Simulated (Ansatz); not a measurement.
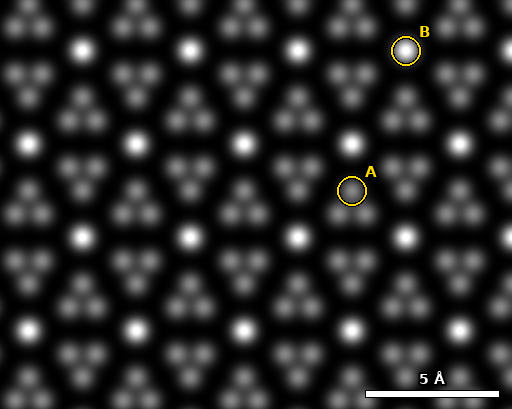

HAADF-like image of Ir (Pm-3n, No. 223) along [111]. Simulated incoherent Z contrast: every atom adds Z^1.7 spread by a probe of 0.73 Å full width; channelling and multiple scattering are left out. The probe carries 25 % of its weight in a tail 2.5 times as wide. Atomic positions: the end point of a relaxation with DFT, BLYP, plane waves (420 eV) with PAW, scalar-relativistic (Ansatz 0.2.0); the starting structure was generated, so it need not be a known form of this composition.

```
CELL_PARAMETERS angstrom
5.03220 0.00000 0.00000
0.00000 5.03220 0.00000
0.00000 0.00000 5.03220
ATOMIC_POSITIONS crystal
Ir 0.00000 0.00000 0.00000
Ir 0.50000 0.50000 0.50000
Ir 0.25000 0.00000 0.50000
Ir 0.75000 0.00000 0.50000
Ir 0.50000 0.25000 0.00000
Ir 0.50000 0.75000 0.00000
Ir 0.00000 0.50000 0.25000
Ir 0.00000 0.50000 0.75000
```

**Which atoms make up the marked columns?**

A: Ir (1 Ir per 8.72 Å along the beam; about 50 % of the brightest peak). B: Ir (2 Ir per 8.72 Å along the beam; the brightest kind). Brightness is counted from the darkest point of the image.
